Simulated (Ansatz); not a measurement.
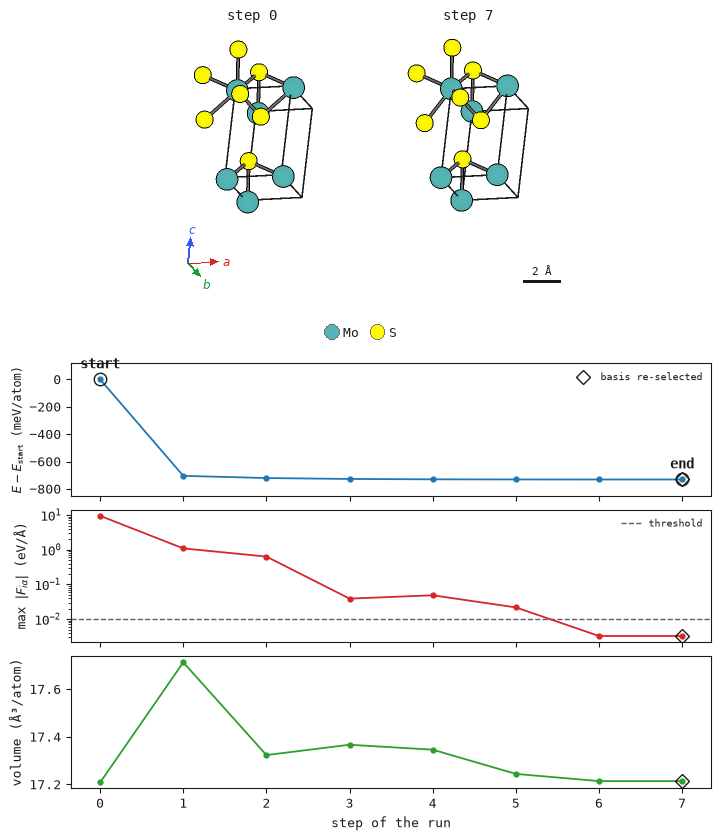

First and last geometry of a relaxation of solid MoS2 (set up in P1), with the history of the run. Style: ball-and-stick. Shown: the cell of the calculation, reduced to other axes, from a free direction. Lengths and directions refer to the drawn axes.

Method: Ansatz, DFT PBE+D3(BJ), scalar-relativistic, plane waves, PAW. Set-up: plane-wave cutoff 420 eV; k-point mesh 12 × 12 × 12; occupations gaussian; smearing width 0.05 eV; no spin polarisation; cell and atoms relaxed; force threshold 0.01 eV/Å; at most 80 steps.

Question: Did the run converge, and what did it change?

Answer: It converged. The atom that moves furthest relative to the cell is an S atom (0.30 Å along [2 1 −1]). Largest moves by element: S 0.30 Å, Mo 0.15 Å. The drawn cell changes at constant volume: a = b unchanged at 3.153 Å, c 6.267 → 6.268 Å (0.0 %). Some distances before and after: Mo–S 1.954 → 2.400 Å, Mo–S 2.352 → 2.400 Å, Mo–S 2.422 → 2.400 Å. Bond angles that change, for instance: S–Mo–S 93.7° → 82.1°, Mo–S–Mo 93.7° → 82.1°, S–Mo–S 125.3° → 135.4°. The space group (tolerance 0.01 Å) goes from P1 (No. 1) to R3m (No. 160). After 6 accepted moves (7 points after the start) the energy has fallen by 731 meV per atom. The largest force component goes from 9.5 to 0.0033 eV/Å. The pressure goes from 27.27 to 0.00 GPa. At 1 point the geometry stayed and the basis and grid were re-selected for the new cell (energy shift of less than 0.05 meV per atom at most each time). The run took 2.5 min on 2 threads of Intel(R) Xeon(R) 6975P-C (Granite Rapids), on a shared host, peak memory 1.1 GiB.

```
step  E − E(0), meV/atom  largest force component, eV/Å  pressure, GPa  volume, Å³/atom                      note
   0                0.00                         9.5130          27.27           17.209                          
   1             -704.42                         1.0946          -0.63           17.713                          
   2             -720.55                         0.6355           0.34           17.323                          
   3             -727.23                         0.0389           0.17           17.367                          
   4             -729.92                         0.0486          -0.07           17.346                          
   5             -730.73                         0.0217           0.03           17.244                          
   6             -731.09                         0.0033           0.01           17.214                          
   7             -731.09                         0.0033           0.00           17.214  same geometry, new basis
```
